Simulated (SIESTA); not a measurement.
## A series of single points on TiAl

System: TiAl (P4/mmm, 2 atoms in the cell).
Method: Kohn-Sham DFT of a periodic cell, PBEsol, PseudoDojo 0.4 standard, converted to PSML, no spin polarisation (SIESTA 5.4.2).

The 7 runs differ only in the geometry, by an even scaling of the cell at fixed fractional positions. The structure derives from an entry of the Crystallography Open Database.

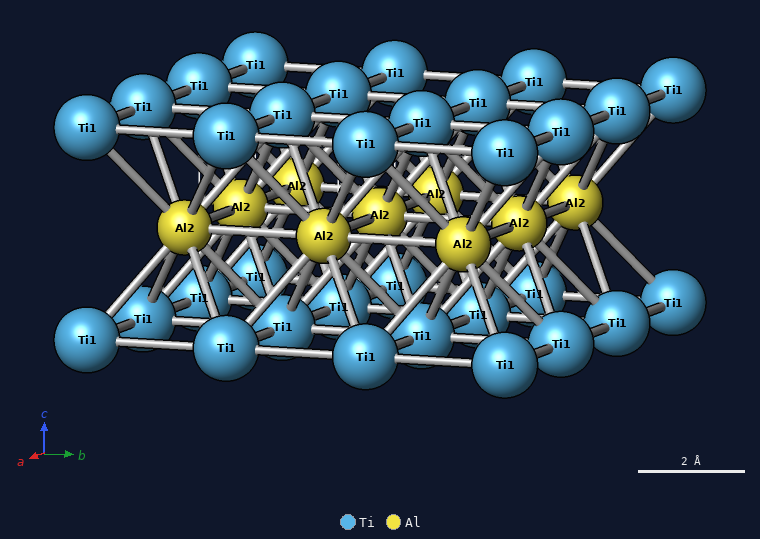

Figure 1. The structure of run 4 (ball-and-stick view of the cell of the calculation, repeated 3 × 3 × 1, seen slightly off an axis; atoms are numbered from 1 in the order of the input). An atom can appear more than once, as a periodic image.

**Input of run 4**
```
SystemName                      TiAl
SystemLabel                     TiAl
NumberOfSpecies                 2
NumberOfAtoms                   2
%block ChemicalSpeciesLabel
  1  22 Ti
  2  13 Al
%endblock ChemicalSpeciesLabel

LatticeConstant                 1.0 Ang
%block LatticeVectors
     2.8373000000     0.0000000000     0.0000000000
     0.0000000000     2.8373000000     0.0000000000
     0.0000000000     0.0000000000     4.0591000000
%endblock LatticeVectors
AtomicCoordinatesFormat         Fractional
%block AtomicCoordinatesAndAtomicSpecies
     0.0000000000     0.0000000000     0.0000000000  1  Ti
     0.5000000000     0.5000000000     0.5000000000  2  Al
%endblock AtomicCoordinatesAndAtomicSpecies

%block kgrid.MonkhorstPack
    9   0   0  0.0
    0   9   0  0.0
    0   0   7  0.0
%endblock kgrid.MonkhorstPack
XC.Functional                   GGA
XC.Authors                      PBEsol
PAO.BasisSize                   DZP
PAO.EnergyShift                 0.003 Ry
Mesh.Cutoff                     800 Ry
OccupationFunction              FD
ElectronicTemperature           0.05 eV
MaxSCFIterations                120
SCF.MustConverge                false
SCF.Mixer.Method                Pulay
SCF.Mixer.Weight                0.25
SCF.Mixer.History               8
SCF.DM.Tolerance                5.0e-05
SCF.H.Tolerance                 1.0e-03 eV
WriteForces                     true
Charge.Mulliken                 end
%block PAO.Basis
  Ti 5
  n=3 0 2
    3.151 0.000
  n=4 0 2
    8.703 0.000
  n=3 1 2
    3.568 0.000
  n=4 1 1
    8.703
  n=3 2 2
    6.267 0.000
%endblock PAO.Basis
```

Command:
```bash
siesta < TiAl.fdf > TiAl.out 2>&1
```

Run 2 differs from it as follows:
```diff
-     2.8373000000     0.0000000000     0.0000000000
-     0.0000000000     2.8373000000     0.0000000000
-     0.0000000000     0.0000000000     4.0591000000
+     2.7989534074     0.0000000000     0.0000000000
+     0.0000000000     2.7989534074     0.0000000000
+     0.0000000000     0.0000000000     4.0042405724
```

**Results, with one run withheld**

| run | volume per atom (Å³) | free energy per atom, from the lowest run given (meV) | pressure (GPa) |
| --- | --- | --- | --- |
| 1 | 15.358 | 5.77 | 4.21 |
| 2 | 15.685 | ? | ? |
| 3 | 16.012 | 0.00 | −1.23 |
| 4 | 16.338 | 4.88 | −3.53 |
| 5 | 16.665 | 14.22 | −5.55 |
| 6 | 16.992 | 27.54 | −7.49 |
| 7 | 17.319 | 44.62 | −9.21 |

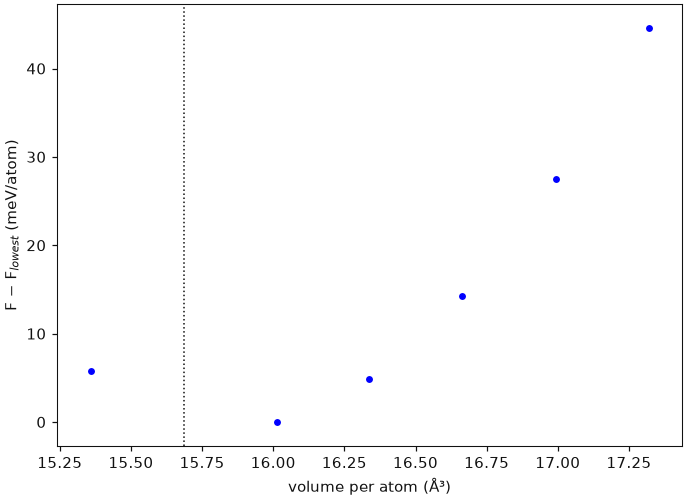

Figure 2. Free energy per atom of the runs given; the dotted line marks run 2.

What should run 2 give?

A cubic polynomial in V^(−2/3) (the Birch–Murnaghan form), fitted to the 6 runs given, misses them by at most 0.04 meV per atom. With x = V^(−2/3) − 0.15476 Å⁻², it reads F = 6.9326 − 4064.9 x + 5.4956e+05 x² + 91220 x³ (meV per atom). At run 2 it gives 0.13 meV per atom, and the run itself gives 0.10. The slope of the fit gives a pressure −dF/dV of 1.36 GPa there, and the run prints 1.40 GPa. The fit has its minimum at 15.854 Å³ per atom, where V d²F/dV² gives 124 GPa. Cell shape and fractional positions are held, so this is the stiffness under even scaling; the relaxed bulk modulus wasn't computed.

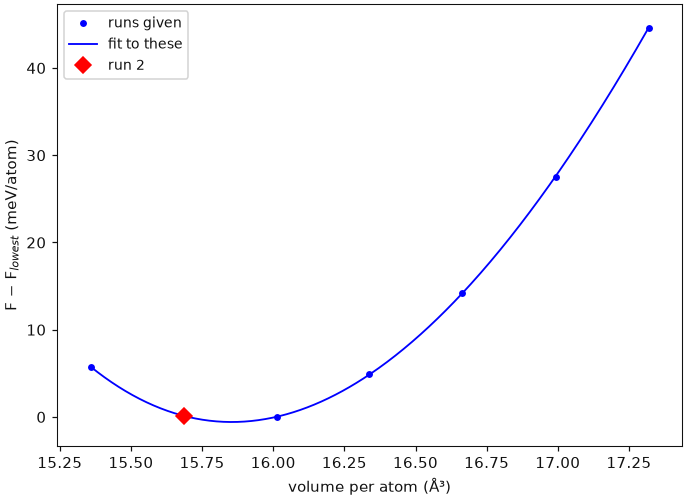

Figure 3. The fit and the withheld run.

**Some lines of the output (run 2)**
```
[...]
outcell: Cell volume (Ang**3)        :     31.3698
stepf: Fermi-Dirac step function
siesta: Etot    =     -1676.650605
siesta: FreeEng =     -1676.665709
        iscf     Eharris(eV)        E_KS(eV)     FreeEng(eV)     dDmax    Ef(eV) dHmax(eV)
siesta: E_KS(eV) =            -1677.3413
siesta: E_KS - E_eggbox =     -1677.3413
siesta: Etot    =     -1677.341329
siesta: FreeEng =     -1677.357907
siesta:         Fermi =      -7.188424
siesta: Cell volume =         31.369782 Ang**3
    Orbital volume contribution        =           3.331141 eV
```

Notes: Points of doubt noted for this run: mulliken charges of long orbitals. With a small basis of atomic orbitals these values can differ much from converged plane-wave results.
